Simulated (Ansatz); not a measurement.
**Geometry relaxation of Sn (part 3 of 3)**

The same run, continued: Sn (18 atoms in the cell); DFT PBE, scalar-relativistic, plane waves, PAW (Ansatz 0.2.0); cutoff 420 eV, 1×1×5 k-mesh, Gaussian smearing of 0.05 eV, collinear spins. The structure derives from an entry of the Crystallography Open Database. The run did not end well. It belongs to a series of runs on one base structure; here: wire along [1 1 1], 18 atoms a period.

Geometry of the input (Å; fractional positions):
```
15.8000  0.0000  0.0000
0.0000  14.0000  0.0000
0.0000  0.0000  11.5262
Sn 0.6290  0.5000  0.1667
Sn 0.2851  0.5000  0.8333
Sn 0.4570  0.5000  0.7500
Sn 0.4570  0.5000  0.5000
Sn 0.2851  0.5000  0.0833
Sn 0.6290  0.5000  0.4167
Sn 0.3710  0.3319  0.1667
Sn 0.7149  0.3319  0.5000
Sn 0.5430  0.6681  0.8333
Sn 0.5430  0.3319  0.0833
Sn 0.3710  0.6681  0.4167
Sn 0.7149  0.6681  0.7500
Sn 0.3710  0.6681  0.1667
Sn 0.7149  0.6681  0.5000
Sn 0.5430  0.3319  0.8333
Sn 0.5430  0.6681  0.0833
Sn 0.3710  0.3319  0.4167
Sn 0.7149  0.3319  0.7500
```

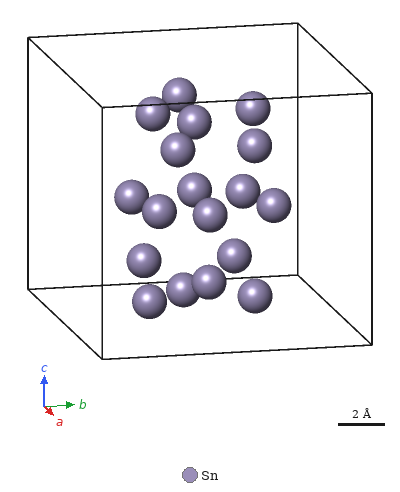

Figure 1. The geometry at step 5 of the log (spheres-only view of the cell of the calculation, with the vacuum cut short, seen slightly off an axis).

## Log, continued
```
SCF iter   1: F=—  HF=-108426.266474 eV  |F-HF|=—  |Δ(HF+E_count)|=         —  Δρ=2.09e-3 (↑1.40e-3 ↓2.09e-3)  dr2=1.43e-1  dr2_m=4.51e-2  M=0.004 μB ∫|m|=0.104 μB  β_m=0.30  ethr=5.49e-5  ⟨swp⟩=7.7  Hψ=4940  notcnv=0  defer=2
preconditioner: auto → LDOS  [metal: Δε(μ)=0.043 eV  Ē_g=6.264 eV  σ=0.050 eV  W_gap=0.44  n_scr=258 (ndim 8)  ℏωp=6.5 eV  f_vac=0.658  D(μ)=13.80/eV (n_scr^D=42)]
spin=Collinear: LDOS preconditioning applied to the charge; magnetization (m = ρ↑ − ρ↓) channel mixes plain (no charge-response kernel on spin).
SCF iter   2: F=—  HF=-108426.255740 eV  |F-HF|=—  |Δ(HF+E_count)|=   1.07e-2  Δρ=1.39e-3 (↑1.03e-3 ↓1.39e-3)  dr2=5.06e-2  dr2_m=2.28e-2  M=0.003 μB ∫|m|=0.081 μB  β_m=0.53  ethr=5.49e-5  ⟨swp⟩=2.0  Hψ=1786  notcnv=0  defer=16
SCF iter   3: F=—  HF=-108426.259118 eV  |F-HF|=—  |Δ(HF+E_count)|=   3.38e-3  Δρ=3.26e-4 (↑2.53e-4 ↓3.26e-4)  dr2=4.72e-3  dr2_m=1.21e-3  M=0.003 μB ∫|m|=0.034 μB  β_m=0.59  ethr=2.01e-5  ⟨swp⟩=2.0  Hψ=1261  notcnv=0  defer=16
SCF iter   4: F=—  HF=-108426.260192 eV  |F-HF|=—  |Δ(HF+E_count)|=   1.07e-3  Δρ=5.69e-5 (↑5.28e-5 ↓5.69e-5)  dr2=5.10e-4  dr2_m=7.96e-6  M=0.003 μB ∫|m|=0.012 μB  β_m=0.74  ethr=1.87e-6  ⟨swp⟩=2.0  Hψ=1290  notcnv=0  defer=16
SCF iter   5: F=—  HF=-108426.260452 eV  |F-HF|=—  |Δ(HF+E_count)|=   2.60e-4  Δρ=2.59e-5 (↑2.41e-5 ↓2.59e-5)  dr2=1.55e-4  dr2_m=9.57e-7  M=0.004 μB ∫|m|=0.006 μB  β_m=0.68  ethr=2.02e-7  ⟨swp⟩=2.0  Hψ=1482  notcnv=0  defer=16
SCF iter   6: F=—  HF=-108426.260452 eV  |F-HF|=—  |Δ(HF+E_count)|=   1.75e-7  Δρ=9.51e-6 (↑9.51e-6 ↓9.45e-6)  dr2=1.69e-5  dr2_m=2.66e-7  M=0.004 μB ∫|m|=0.005 μB  β_m=0.79  ethr=6.14e-8  ⟨swp⟩=2.0  Hψ=1502  notcnv=0  defer=16
SCF iter   7: F=—  HF=-108426.260625 eV  |F-HF|=—  |Δ(HF+E_count)|=   1.73e-4  Δρ=4.41e-6 (↑3.88e-6 ↓4.41e-6)  dr2=5.41e-6  dr2_m=1.56e-8  M=0.004 μB ∫|m|=0.005 μB  β_m=0.75  ethr=6.71e-9  ⟨swp⟩=2.0  Hψ=1528  notcnv=0  defer=16
SCF iter   8: F=—  HF=-108426.260625 eV  |F-HF|=—  |Δ(HF+E_count)|=   2.24e-7  Δρ=1.71e-6 (↑1.57e-6 ↓1.71e-6)  dr2=4.74e-7  dr2_m=7.57e-9  M=0.005 μB ∫|m|=0.005 μB  β_m=0.83  ethr=2.15e-9  ⟨swp⟩=2.0  Hψ=1521  notcnv=0  defer=16
SCF iter   9: F=—  HF=-108426.260626 eV  |F-HF|=—  |Δ(HF+E_count)|=   1.96e-7  Δρ=6.86e-7 (↑6.57e-7 ↓6.86e-7)  dr2=5.49e-8  dr2_m=4.02e-9  M=0.005 μB ∫|m|=0.006 μB  β_m=0.82  ethr=1.88e-10  ⟨swp⟩=3.5  Hψ=1827  notcnv=0  defer=16
SCF iter  10: F=—  HF=-108426.260626 eV  |F-HF|=—  |Δ(HF+E_count)|=   4.30e-8  Δρ=5.37e-7 (↑5.37e-7 ↓4.89e-7)  dr2=1.01e-8  dr2_m=4.33e-9  M=0.006 μB ∫|m|=0.007 μB  β_m=0.80  ethr=2.18e-11  ⟨swp⟩=2.0  Hψ=1604  notcnv=0  defer=16
SCF iter  11: F=—  HF=-108426.260626 eV  |F-HF|=—  |Δ(HF+E_count)|=   3.02e-8  Δρ=5.13e-7 (↑5.13e-7 ↓4.73e-7)  dr2=2.22e-9  dr2_m=5.01e-9  M=0.006 μB ∫|m|=0.007 μB  β_m=0.90  ethr=4.01e-12  ⟨swp⟩=2.0  Hψ=1606  notcnv=0  defer=16
SCF iter  12: F=—  HF=-108426.260626 eV  |F-HF|=—  |Δ(HF+E_count)|=   2.52e-8  Δρ=5.48e-7 (↑5.48e-7 ↓5.24e-7)  dr2=7.10e-10  dr2_m=6.14e-9  M=0.007 μB ∫|m|=0.008 μB  β_m=0.95  ethr=1.00e-12  ⟨swp⟩=3.0  Hψ=1805  notcnv=0  defer=16
SCF iter  13: F=—  HF=-108426.260626 eV  |F-HF|=—  |Δ(HF+E_count)|=   4.61e-8  Δρ=5.86e-7 (↑5.86e-7 ↓5.73e-7)  dr2=2.02e-10  dr2_m=7.24e-9  M=0.007 μB ∫|m|=0.008 μB  β_m=0.98  ethr=1.00e-12  ⟨swp⟩=3.0  Hψ=1763  notcnv=0  defer=16
SCF iter  14: F=—  HF=-108426.260626 eV  |F-HF|=—  |Δ(HF+E_count)|=   5.80e-8  Δρ=6.37e-7 (↑6.37e-7 ↓6.28e-7)  dr2=1.13e-10  dr2_m=8.64e-9  M=0.008 μB ∫|m|=0.009 μB  β_m=0.99  ethr=1.00e-12  ⟨swp⟩=20.3  Hψ=6674  notcnv=0
SCF iter  15: F=—  HF=-108426.260626 eV  |F-HF|=—  |Δ(HF+E_count)|=   2.12e-7  Δρ=4.14e-7 (↑4.14e-7 ↓4.03e-7)  dr2=7.10e-10  dr2_m=3.54e-9  M=0.005 μB ∫|m|=0.006 μB  β_m=0.99  ethr=1.00e-12  ⟨swp⟩=10.2  Hψ=6082  notcnv=0
SCF iter  16: F=—  HF=-108426.260625 eV  |F-HF|=—  |Δ(HF+E_count)|=   1.21e-7  Δρ=1.93e-7 (↑1.83e-7 ↓1.93e-7)  dr2=4.39e-10  dr2_m=7.42e-10  M=0.002 μB ∫|m|=0.003 μB  β_m=1.00  ethr=1.00e-12  ⟨swp⟩=4.0  Hψ=2544  notcnv=0
SCF iter  17: F=—  HF=-108426.260625 eV  |F-HF|=—  |Δ(HF+E_count)|=   4.77e-9  Δρ=1.85e-7 (↑1.74e-7 ↓1.85e-7)  dr2=8.46e-11  dr2_m=6.90e-10  M=0.002 μB ∫|m|=0.002 μB  β_m=1.00  ethr=1.00e-12  ⟨swp⟩=3.0  Hψ=1638  notcnv=0
SCF iter  18: F=—  HF=-108426.260625 eV  |F-HF|=—  |Δ(HF+E_count)|=   2.12e-9  Δρ=1.98e-7 (↑1.94e-7 ↓1.98e-7)  dr2=1.84e-11  dr2_m=8.30e-10  M=0.002 μB ∫|m|=0.002 μB  β_m=1.00  ethr=1.00e-12  ⟨swp⟩=8.2  Hψ=4731  notcnv=0
SCF iter  19: F=—  HF=-108426.260625 eV  |F-HF|=—  |Δ(HF+E_count)|=   1.08e-9  Δρ=2.03e-7 (↑1.99e-7 ↓2.03e-7)  dr2=1.14e-11  dr2_m=8.73e-10  M=0.002 μB ∫|m|=0.002 μB  β_m=1.00  ethr=1.00e-12  ⟨swp⟩=6.8  Hψ=4049  notcnv=0
SCF iter  20: F=—  HF=-108426.260625 eV  |F-HF|=—  |Δ(HF+E_count)|=   1.65e-8  Δρ=1.17e-7 (↑1.10e-7 ↓1.17e-7)  dr2=6.33e-11  dr2_m=2.73e-10  M=0.001 μB ∫|m|=0.001 μB  β_m=1.00  ethr=1.00e-12  ⟨swp⟩=9.2  Hψ=5285  notcnv=0
```

## Trajectory as extended XYZ (Å, eV, eV/Å), 9 frames, from step=1 to step=9
```
18
Lattice="15.8000 0.0000 0.0000 0.0000 14.0000 0.0000 0.0000 0.0000 11.5262" Properties=species:S:1:pos:R:3:forces:R:3 step=1 energy=-108422.22687 pressure_GPa=-0.17
Sn    9.9376    7.0000    1.9210   -0.0914   0.0000  -0.1745
Sn    4.5041    7.0000    9.6052   -0.2162   0.0000  -0.0658
Sn    7.2208    7.0000    8.6446   -0.0798   0.0000   0.2078
Sn    7.2208    7.0000    5.7631   -0.1832   0.0000  -0.2778
Sn    4.5041    7.0000    0.9605    0.5107   0.0000  -0.2954
Sn    9.9376    7.0000    4.8026    0.2269   0.0000   0.2901
Sn    5.8624    4.6472    1.9210    0.2029   0.3720   0.2654
Sn   11.2959    4.6472    5.7631   -0.0364  -0.1308   0.1956
Sn    8.5792    9.3528    9.6052    0.4510   0.0550  -0.0691
Sn    8.5792    4.6472    0.9605   -0.2775   0.1091  -0.1174
Sn    5.8624    9.3528    4.8026   -0.1096   0.1525   0.0612
Sn   11.2959    9.3528    8.6446   -0.3139  -0.2501  -0.1779
Sn    5.8624    9.3528    1.9210    0.2029  -0.3720   0.2654
Sn   11.2959    9.3528    5.7631   -0.0364   0.1308   0.1956
Sn    8.5792    4.6472    9.6052    0.4510  -0.0550  -0.0691
Sn    8.5792    9.3528    0.9605   -0.2775  -0.1091  -0.1174
Sn    5.8624    4.6472    4.8026   -0.1096  -0.1525   0.0612
Sn   11.2959    4.6472    8.6446   -0.3139   0.2501  -0.1779
18
Lattice="15.8000 0.0000 0.0000 0.0000 14.0000 0.0000 0.0000 0.0000 11.4990" Properties=species:S:1:pos:R:3:forces:R:3 step=2 energy=-108422.79162 pressure_GPa=-0.05
Sn    9.9024    7.0000    1.9079   -0.0307   0.0000  -0.0502
Sn    4.4339    7.0000    9.4925   -0.2197   0.0000  -0.1313
Sn    7.1973    7.0000    8.6522   -0.0857   0.0000   0.0819
Sn    7.1699    7.0000    5.7037   -0.1053   0.0000  -0.2251
Sn    4.6675    7.0000    0.8444    0.3875   0.0000  -0.3890
Sn    9.9795    7.0000    4.8537    0.0519   0.0000   0.3222
Sn    5.9229    4.7543    2.0219    0.1116   0.2413   0.2461
Sn   11.2857    4.6001    5.7602    0.0088  -0.2073  -0.0581
Sn    8.6473    9.3434    9.5543    0.0489   0.0049  -0.0681
Sn    8.5178    4.6959    0.9118   -0.0677  -0.0171  -0.0297
Sn    5.8139    9.4059    4.8727   -0.0868   0.1492   0.2108
Sn   11.2748    9.2462    8.5852   -0.0138  -0.3281  -0.1052
Sn    5.9229    9.2457    2.0219    0.1116  -0.2413   0.2461
Sn   11.2857    9.3999    5.7602    0.0088   0.2073  -0.0581
Sn    8.6473    4.6566    9.5543    0.0489  -0.0049  -0.0681
Sn    8.5178    9.3041    0.9118   -0.0677   0.0171  -0.0297
Sn    5.8139    4.5941    4.8727   -0.0868  -0.1492   0.2108
Sn   11.2748    4.7538    8.5852   -0.0138   0.3281  -0.1052
18
Lattice="15.8000 0.0000 0.0000 0.0000 14.0000 0.0000 0.0000 0.0000 11.4535" Properties=species:S:1:pos:R:3:forces:R:3 step=3 energy=-108423.24342 pressure_GPa=-0.05
Sn    9.8702    7.0000    1.9247    0.0055   0.0000   0.0391
Sn    4.3505    7.0000    9.3552   -0.0968   0.0000  -0.0329
Sn    7.1546    7.0000    8.6206   -0.1324   0.0000   0.0499
Sn    7.1235    7.0000    5.6241   -0.1052   0.0000  -0.1760
Sn    4.8206    7.0000    0.7205    0.2297   0.0000  -0.4426
Sn   10.0117    7.0000    4.9288    0.0035   0.0000   0.2505
Sn    5.9826    4.8389    2.1057    0.0392   0.1607   0.2397
Sn   11.2860    4.5311    5.7118    0.0071  -0.1799  -0.1128
Sn    8.6716    9.3279    9.5005   -0.2118  -0.0515   0.0056
Sn    8.5081    4.6954    0.9018    0.0638  -0.0938   0.0005
Sn    5.7813    9.4674    4.9378   -0.0357   0.0165   0.1689
Sn   11.2423    9.1084    8.5009    0.1853  -0.4054  -0.1458
Sn    5.9826    9.1611    2.1057    0.0392  -0.1607   0.2397
Sn   11.2860    9.4689    5.7118    0.0071   0.1799  -0.1128
Sn    8.6716    4.6721    9.5005   -0.2118   0.0515   0.0056
Sn    8.5081    9.3046    0.9018    0.0638   0.0938   0.0005
Sn    5.7813    4.5326    4.9378   -0.0357  -0.0165   0.1689
Sn   11.2423    4.8916    8.5009    0.1853   0.4054  -0.1458
18
Lattice="15.8000 0.0000 0.0000 0.0000 14.0000 0.0000 0.0000 0.0000 11.3960" Properties=species:S:1:pos:R:3:forces:R:3 step=4 energy=-108423.66401 pressure_GPa=-0.12
Sn    9.8522    7.0000    1.9440    0.0031   0.0000   0.1019
Sn    4.2724    7.0000    9.2288    0.0109   0.0000   0.0366
Sn    7.0989    7.0000    8.5750   -0.2037   0.0000   0.1482
Sn    7.0970    7.0000    5.5515   -0.1005   0.0000  -0.1890
Sn    4.9254    7.0000    0.6126    0.1259   0.0000  -0.4421
Sn   10.0346    7.0000    4.9881    0.0399   0.0000   0.1970
Sn    6.0309    4.9084    2.1621    0.0532   0.1499   0.1888
Sn   11.2863    4.4684    5.6483   -0.0466  -0.1095  -0.0265
Sn    8.6758    9.2954    9.4472   -0.2449  -0.0830   0.0438
Sn    8.5311    4.6655    0.9144    0.0888  -0.1777  -0.0037
Sn    5.7506    9.4963    4.9796   -0.0178  -0.0786   0.1106
Sn   11.2225    8.9202    8.4069    0.2296  -0.5112  -0.2393
Sn    6.0309    9.0916    2.1621    0.0532  -0.1499   0.1888
Sn   11.2863    9.5316    5.6483   -0.0466   0.1095  -0.0265
Sn    8.6758    4.7046    9.4472   -0.2449   0.0830   0.0438
Sn    8.5311    9.3345    0.9144    0.0888   0.1777  -0.0037
Sn    5.7506    4.5037    4.9796   -0.0178   0.0786   0.1106
Sn   11.2225    5.0798    8.4069    0.2296   0.5112  -0.2393
18
Lattice="15.8000 0.0000 0.0000 0.0000 14.0000 0.0000 0.0000 0.0000 11.3314" Properties=species:S:1:pos:R:3:forces:R:3 step=5 energy=-108424.08793 pressure_GPa=-0.17
Sn    9.8309    7.0000    1.9569   -0.0810   0.0000   0.1474
Sn    4.2056    7.0000    9.1189    0.1114   0.0000   0.0712
Sn    7.0434    7.0000    8.5364   -0.2944   0.0000   0.3003
Sn    7.0818    7.0000    5.4871   -0.0225   0.0000  -0.2211
Sn    4.9937    7.0000    0.5289    0.0218   0.0000  -0.4889
Sn   10.0538    7.0000    5.0259    0.0674   0.0000   0.1611
Sn    6.0744    4.9645    2.1921    0.1197   0.1710   0.1327
Sn   11.2778    4.4208    5.5959   -0.1222  -0.0583   0.0619
Sn    8.6825    9.2565    9.3904   -0.2132  -0.0886   0.0388
Sn    8.5629    4.6229    0.9273    0.1076  -0.3078  -0.0095
Sn    5.7239    9.5058    4.9965   -0.0229  -0.0993   0.0854
Sn   11.2115    8.7310    8.3127    0.2295  -0.5828  -0.2943
Sn    6.0744    9.0355    2.1921    0.1197  -0.1710   0.1327
Sn   11.2778    9.5792    5.5959   -0.1222   0.0583   0.0619
Sn    8.6825    4.7435    9.3904   -0.2132   0.0886   0.0388
Sn    8.5629    9.3771    0.9273    0.1076   0.3078  -0.0095
Sn    5.7239    4.4942    4.9965   -0.0229   0.0993   0.0854
Sn   11.2115    5.2690    8.3127    0.2295   0.5828  -0.2943
18
Lattice="15.8000 0.0000 0.0000 0.0000 14.0000 0.0000 0.0000 0.0000 11.2440" Properties=species:S:1:pos:R:3:forces:R:3 step=6 energy=-108424.58749 pressure_GPa=-0.20
Sn    9.7769    7.0000    1.9721   -0.2060   0.0000   0.1249
Sn    4.1286    7.0000    8.9809    0.1287   0.0000   0.0328
Sn    6.9705    7.0000    8.5091   -0.2460   0.0000   0.3356
Sn    7.0699    7.0000    5.4044    0.1061   0.0000  -0.1651
Sn    5.0693    7.0000    0.4200    0.0261   0.0000  -0.3303
Sn   10.0796    7.0000    5.0630    0.0388   0.0000   0.1050
Sn    6.1400    5.0434    2.2222    0.1062   0.1486   0.0846
Sn   11.2517    4.3646    5.5362   -0.1839   0.0084   0.1421
Sn    8.6902    9.2113    9.3126   -0.1324  -0.0843  -0.0175
Sn    8.6045    4.5510    0.9359    0.1560  -0.3408   0.0277
Sn    5.6957    9.5114    5.0071   -0.0186  -0.1329   0.0161
Sn   11.2080    8.5448    8.1927    0.1489  -0.3241  -0.3046
Sn    6.1400    8.9566    2.2222    0.1062  -0.1486   0.0846
Sn   11.2517    9.6354    5.5362   -0.1839  -0.0084   0.1421
Sn    8.6902    4.7887    9.3126   -0.1324   0.0843  -0.0175
Sn    8.6045    9.4490    0.9359    0.1560   0.3408   0.0277
Sn    5.6957    4.4886    5.0071   -0.0186   0.1329   0.0161
Sn   11.2080    5.4552    8.1927    0.1489   0.3241  -0.3046
18
Lattice="15.8000 0.0000 0.0000 0.0000 14.0000 0.0000 0.0000 0.0000 11.0911" Properties=species:S:1:pos:R:3:forces:R:3 step=7 energy=-108424.97972 pressure_GPa=-0.13
Sn    9.6322    7.0000    1.9805   -0.3604   0.0000  -0.0974
Sn    4.0818    7.0000    8.8034   -0.1611   0.0000  -0.1903
Sn    6.8943    7.0000    8.4975    0.0430   0.0000   0.1433
Sn    7.1159    7.0000    5.2944    0.0856   0.0000   0.0016
Sn    5.1345    7.0000    0.3134    0.1049   0.0000  -0.0489
Sn   10.0923    7.0000    5.0623    0.0772   0.0000  -0.0164
Sn    6.2310    5.1291    2.2133    0.2150   0.0667  -0.0419
Sn   11.1593    4.3117    5.4661   -0.1889  -0.0126   0.0855
Sn    8.6955    9.1738    9.1702    0.0474  -0.1374   0.0108
Sn    8.6877    4.3894    0.9513    0.1200  -0.1754   0.1240
Sn    5.6783    9.4710    4.9655   -0.0530  -0.1042   0.0289
Sn   11.2103    8.3650    8.0087   -0.0352   1.0716  -0.1033
Sn    6.2310    8.8709    2.2133    0.2150  -0.0667  -0.0419
Sn   11.1593    9.6883    5.4661   -0.1889   0.0126   0.0855
Sn    8.6955    4.8262    9.1702    0.0474   0.1374   0.0108
Sn    8.6877    9.6106    0.9513    0.1200   0.1754   0.1240
Sn    5.6783    4.5290    4.9655   -0.0530   0.1042   0.0289
Sn   11.2103    5.6350    8.0087   -0.0352  -1.0716  -0.1033
18
Lattice="15.8000 0.0000 0.0000 0.0000 14.0000 0.0000 0.0000 0.0000 10.9263" Properties=species:S:1:pos:R:3:forces:R:3 step=8 energy=-108425.41686 pressure_GPa=-0.09
Sn    9.4323    7.0000    1.9581   -0.2462   0.0000  -0.2810
Sn    4.0023    7.0000    8.5616   -0.3763   0.0000  -0.3381
Sn    6.8174    7.0000    8.4998    0.4301   0.0000  -0.1818
Sn    7.1557    7.0000    5.2514    0.1137   0.0000   0.1671
Sn    5.1773    7.0000    0.1733    0.0545   0.0000   0.2329
Sn   10.1238    7.0000    5.0069    0.0017   0.0000  -0.0150
Sn    6.3690    5.2432    2.1767    0.1132   0.0726  -0.0853
Sn   11.0345    4.2457    5.3543   -0.2130  -0.0212   0.0149
Sn    8.7154    9.1161    9.0883    0.0321  -0.2186   0.0531
Sn    8.7775    4.2501    0.9931    0.1835  -0.1012   0.1891
Sn    5.6677    9.4272    4.8925   -0.0696  -0.0580   0.0159
Sn   11.2190    8.3702    7.8404   -0.0351   0.9878   0.0203
Sn    6.3690    8.7568    2.1767    0.1132  -0.0726  -0.0853
Sn   11.0345    9.7543    5.3543   -0.2130   0.0212   0.0149
Sn    8.7154    4.8839    9.0883    0.0321   0.2186   0.0531
Sn    8.7775    9.7499    0.9931    0.1835   0.1012   0.1891
Sn    5.6677    4.5728    4.8925   -0.0696   0.0580   0.0159
Sn   11.2190    5.6298    7.8404   -0.0351  -0.9878   0.0203
18
Lattice="15.8000 0.0000 0.0000 0.0000 14.0000 0.0000 0.0000 0.0000 10.7710" Properties=species:S:1:pos:R:3:forces:R:3 step=9 energy=-108425.91099 pressure_GPa=-0.12
Sn    9.3167    7.0000    1.8506    0.0195   0.0000  -0.2545
Sn    3.9429    7.0000    8.3110   -0.0960   0.0000  -0.2226
Sn    6.8159    7.0000    8.3841    0.2541   0.0000  -0.4420
Sn    7.1936    7.0000    5.2287    0.0347   0.0000   0.3225
Sn    5.1812    7.0000    0.0850   -0.1414   0.0000   0.1745
Sn   10.1239    7.0000    4.9187    0.0948   0.0000   0.0341
Sn    6.4812    5.3292    2.1243    0.0073  -0.0105  -0.0966
Sn   10.8526    4.1886    5.2575   -0.2574  -0.0239  -0.0780
Sn    8.7475    9.0157    9.0601    0.0444  -0.0888   0.2070
Sn    8.8901    4.1295    1.0752    0.1247   0.0684   0.1195
Sn    5.6381    9.3740    4.8117   -0.0499  -0.0402  -0.0022
Sn   11.2410    8.4644    7.7124    0.0481  -0.0429   0.0444
Sn    6.4812    8.6708    2.1243    0.0073   0.0105  -0.0966
Sn   10.8526    9.8114    5.2575   -0.2574   0.0239  -0.0780
Sn    8.7475    4.9843    9.0601    0.0444   0.0888   0.2070
Sn    8.8901    9.8705    1.0752    0.1247  -0.0684   0.1195
Sn    5.6381    4.6260    4.8117   -0.0499   0.0402  -0.0022
Sn   11.2410    5.5356    7.7124    0.0481   0.0429   0.0444
```

## Outcome

```csv
quantity,value
outcome,stopped at the time limit
hardware,"4 threads of Intel Xeon @ 2.50GHz (Skylake/Cascade Lake), 189 GiB of memory available, shared host"
wall time,63 min (CPU time 4.1 h)
peak memory,7.3 GiB
```

## Diagnosis

The run was cut off by its time limit, so the output is incomplete. The program warns: a screening estimate came out negative during mixing; some starting moments were not kept.
